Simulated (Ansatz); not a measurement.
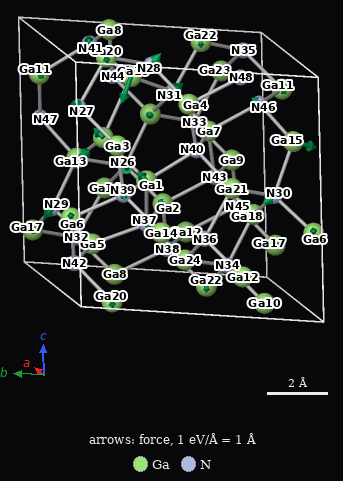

Starting geometry of a defect cell of composition Ga$_{25}$N$_{23}$ (cell charge −1) with the computed forces as green arrows. A ball-and-stick model of the cell of the calculation, seen from a free direction.

Case: Ga on a N site (b), charge -1, atoms relaxed at the host's cell.

Theory: DFT PBE, scalar-relativistic, plane waves, PAW (Ansatz). (plane-wave cutoff 420 eV; k-point mesh 3 × 3 × 3; occupations gaussian; smearing width 0.01 eV; collinear spin; atoms relaxed in a fixed cell; force threshold 0.025 eV/Å; at most 45 steps)

> What follows when this structure is relaxed?

It isn't relaxed: the largest force vector, on Ga atoms, is 1.00 eV/Å. The final displacements follow the starting forces only in part (cosine between the two patterns 0.80). The largest move is that of a Ga atom, 0.049 Å along [1 1 1]. Largest moves by element: Ga 0.049 Å, N 0.038 Å. The cell doesn't change. Among the contacts that change: Ga–Ga 2.300 → 2.246 Å, Ga–N 1.933 → 1.958 Å, Ga–N 1.959 → 1.981 Å, Ga–N 1.960 → 1.939 Å. Bond angles that change, for instance: Ga–Ga–N 99.5° → 102.3°, Ga–Ga–N 100.1° → 102.8°, N–Ga–N 112.8° → 115.2°. Over 3 geometry steps the energy falls by 0.159 eV per cell of the calculation. Largest force component: 0.88 eV/Å at the start, 0.015 eV/Å at the end.

Limits of the set-up: the periodic images lie only 8.3 Å apart, so the values are limited by the cell's size; the cell is charged, on a uniform background, and energies carry no finite-size correction.
